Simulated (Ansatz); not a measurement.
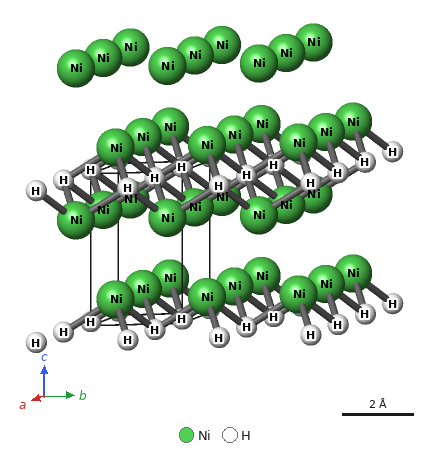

This is the input geometry for a relaxation of crystalline Ni$_{2}$H (set up in P3m1) (coarse preliminary run). Style: ball-and-stick. Shown: the cell of the calculation, repeated 3 × 3 × 2 with one cell outlined, slightly off an axis.

Computed with DFT LDA, scalar-relativistic, plane waves, PAW (Ansatz 0.2.0).

Input file:
```yaml
crystal:
  lattice:
    - [2.6600010505, 0.0, 0.0]
    - [-1.3300005252, 2.3036284838, 0.0]
    - [0.0, 0.0, 4.33]
  atoms:
    - { symbol: Ni, position: [0.6666666667, 0.3333333333, 0.803], spin: 0.16 }
    - { symbol: Ni, position: [0.3333333333, 0.6666666667, 0.254], spin: 0.16 }
    - { symbol: H, position: [0.0, 0.0, 0.027] }
basis:
  ecutwfc: 420
kpoints:
  mp_grid: { grid: [12, 12, 6] }
hamiltonian:
  xc: lda
scf:
  occupations: { method: gaussian, width: 0.1 }
output:
  forces: true
  stress: true
  eigenvalues: true
  populations: true
magnetization:
  spin_polarized: true
relax:
  adjacent_minimum: "off"
  f_tol: 0.05
  max_steps: 80
  cell: { stress_tol: 0.5 }
```

Launched with:
```bash
ansatz run input.yaml --threads 1 --pin off --max-ram 3072MiB --backend cpu --events-out ev --progress --plain --runs-dir out
```

What does the optimiser find from here?

Ni1 moves most relative to the cell: 0.14 Å along −c. H stays in place. The volume changes by −16.9 %, with a = b 2.660 → 2.485 Å (−6.6 %), c 4.330 → 4.123 Å (−4.8 %). Some distances before and after: Ni1–Ni2 2.830 → 2.445 Å, Ni1–H3 1.816 → 1.791 Å. Bond angles that change, for instance: Ni1–H3–Ni1 94.1° → 87.9°, Ni1–H3–Ni2 86.1° → 92.1°, H3–Ni2–H3 93.7° → 87.9°. Within 0.06 Å the space group is P-3m1 at the start and P-3m1 at the end; at a tighter tolerance small leftover displacements or strains of the cell lower it. Over 4 accepted moves (6 points after the start) the energy falls by 210 meV per atom. Largest force component: 1.1 eV/Å at the start, 0.01 eV/Å at the end. The pressure goes from −22.21 to −0.15 GPa. The line search rejected the trial step at point 2 of the run. At 1 point the geometry stayed and the basis and grid were re-selected for the new cell (energy shift of 1.2 meV per atom at most each time). The program noted that the starting moments weren't kept. The run may lie on a higher electronic state than the lowest, so the end point isn't shown to be the ground-state structure. Cost: 2.6 min on 1 thread of Arm Neoverse V2, on a shared host, peak memory 0.41 GiB.

Step by step:

| step | E − E(0), meV/atom | largest force component, eV/Å | pressure, GPa | volume, Å³/atom | note |
| --- | --- | --- | --- | --- | --- |
| 0 | 0.00 | 1.1066 | -22.21 | 8.844 |  |
| 1 | -156.76 | 0.9943 | -12.43 | 7.919 |  |
| 2 | -122.45 | 2.1329 | 26.94 | 6.784 | rejected |
| 3 | -203.51 | 0.4852 | -4.93 | 7.527 |  |
| 4 | -211.56 | 0.0125 | 0.51 | 7.334 |  |
| 5 | -211.56 | 0.0115 | -0.10 | 7.352 |  |
| 6 | -210.38 | 0.0102 | -0.15 | 7.352 | same geometry, new basis |

The end point in the same view:

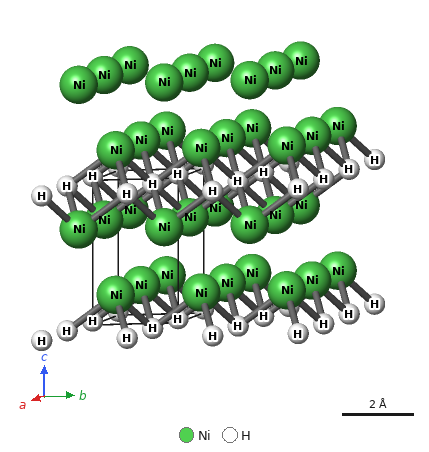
